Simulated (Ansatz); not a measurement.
# Mg2Sn: what the fields show

```cif
data_structure
_symmetry_space_group_name_H-M 'P 1'
_symmetry_Int_Tables_number 1
_cell_length_a 4.7800
_cell_length_b 4.7800
_cell_length_c 6.8951
_cell_angle_alpha 90.000
_cell_angle_beta 90.000
_cell_angle_gamma 90.000
_cell_volume 157.54
loop_
_atom_site_label
_atom_site_type_symbol
_atom_site_fract_x
_atom_site_fract_y
_atom_site_fract_z
_atom_site_occupancy
Sn1 Sn 0.00000 0.00000 0.00000 1
Sn2 Sn 0.50000 0.50000 0.50000 1
Mg1 Mg 0.00000 0.50000 0.25000 1
Mg2 Mg 0.50000 0.00000 0.75000 1
Mg3 Mg 0.50000 0.00000 0.25000 1
Mg4 Mg 0.00000 0.50000 0.75000 1
```

Space group I4/mmm; started from the antifluorite prototype, which need not be the ambient phase; changed on purpose from its base cell (uniaxial z strain +2.0%).

All numbers below come from DFT, r2SCAN with spin-orbit coupling, plane waves, PAW (Ansatz).

In a PAW calculation such maps are meaningful between the atoms, not at the nuclei.

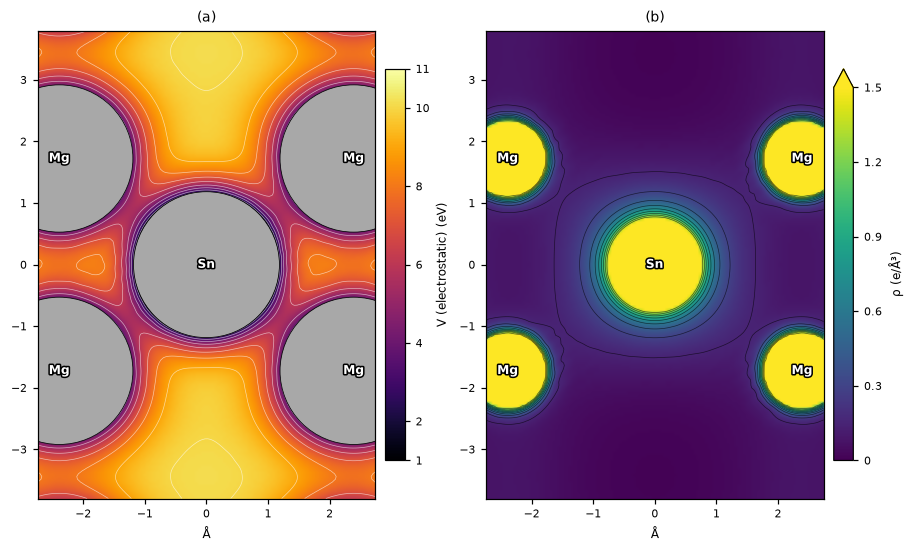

Figure 1. (a) electrostatic potential (local pseudopotential plus Hartree) felt by an electron; (b) valence pseudo-density on the (100) plane of the conventional cell. Grey discs cover the atomic cores in the potential map.

Question: Read the bonding off the picture.

Answer: The plane passes through Sn and Mg nuclei. Mg–Sn (2.95 Å): the density is about 0.21 e/Å³ at the midpoint, with its minimum of 0.15 e/Å³ about 1.1 Å from Mg. Between the atoms the lowest density in this plane is 0.01 e/Å³. Outside the cores the potential energy rises away from the atoms and is highest about 2.9 Å from the nearest atoms; its zero is arbitrary.

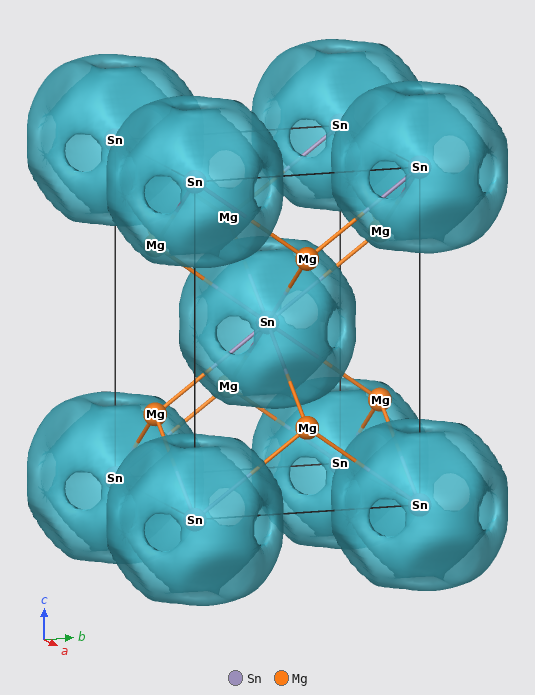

Figure 2. Isosurface of the ELF at 0.6 (cyan), seen slightly off an axis. Only the valence region is drawn (cores and ρ < 0.01 e/Å³ removed). Sticks mark near contacts.

Question: What do the ELF domains correspond to?

Answer: The ELF exceeds this value in two regions wrapped around Sn (the valence shell of each), counted in one cell of 6 atoms. Any copies at cell faces, edges or corners count once. Profiles from the grid: Mg–Sn (2.95 Å): the ELF peaks at about 0.70 in the valence shell of Sn, 1.5 Å from its nucleus, and is about 0.70 at the midpoint.
